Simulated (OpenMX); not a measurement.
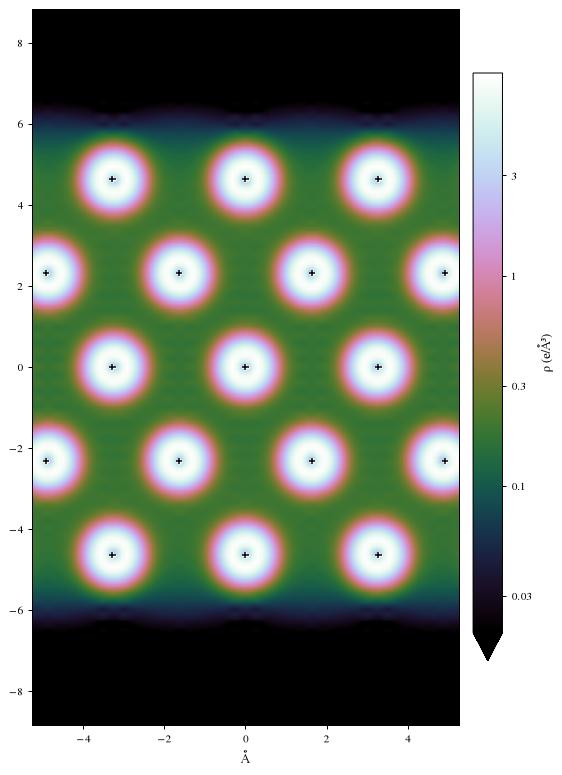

The valence electron density on a plane through atoms (crosses mark nuclei in the plane).

Theory: Kohn-Sham DFT of a periodic cell, PBE, OpenMX 2013 PBE set in OpenMX 3.8.5.

Candidates:
A. Pd, a = 3.84 Å, b = 3.84 Å, c = 3.84 Å, α = 90.00°, β = 90.00°, γ = 90.00°. Space group Fm-3m; computed pressure about 22 GPa in this cell.
B. Ti (slab), a = 2.84 Å, b = 2.84 Å, c = 24.28 Å, α = 90.00°, β = 90.00°, γ = 109.47°. Not relaxed (largest force 0.6 eV/Å).
C. MoSe, a = 5.26 Å, b = 5.26 Å, c = 5.26 Å, α = 90.01°, β = 90.01°, γ = 90.01°. Space group Fm-3m; a generated structure, not necessarily the stable one.

Question: Which system is this?

Answer: Candidate B: Ti on the (11̄0) plane of the calculation cell, a cut from vacuum to vacuum, which holds Ti. Ti–Ti (2.84 Å): ρ at the midpoint is about 0.19 e/Å³.
